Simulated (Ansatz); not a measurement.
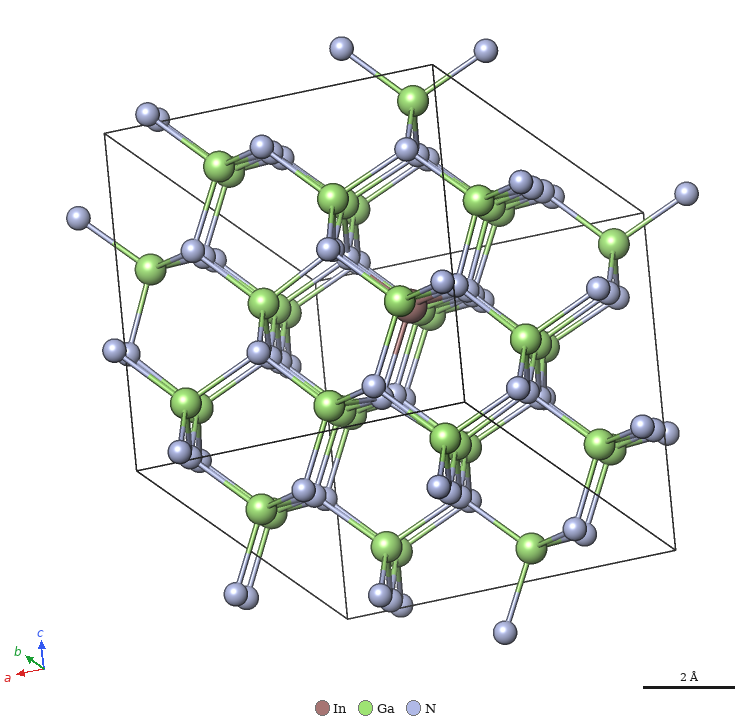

An orthographic ball-and-stick view of the structure, from a general direction. Lines trace the edges of the simulation cell. Some neighbours outside the box are added. Cell: a = 8.302 Å, b = 8.302 Å, c = 8.302 Å, α = 84.36°, β = 84.36°, γ = 84.36°.

It has the composition InGa$_{23}$N$_{24}$. Its lattice is rhombohedral (trigonal R), its space group R3 (No. 146). In the cell are 1 In, 23 Ga, 24 N, which makes 1 formula unit. Each In atom has four N in a tetrahedral arrangement at about 2.1 Å around it. Ga is linked to four N in a tetrahedral arrangement at about 1.9 Å. The coordination, counted out to bonding distance, is N 4. The bonds build a three-dimensional framework.

Starting structure: a structure listed in the Materials Project, repeated into a supercell with a point defect put in. The atoms were relaxed in a fixed cell with Ansatz, DFT PBE, scalar-relativistic, plane waves, PAW.
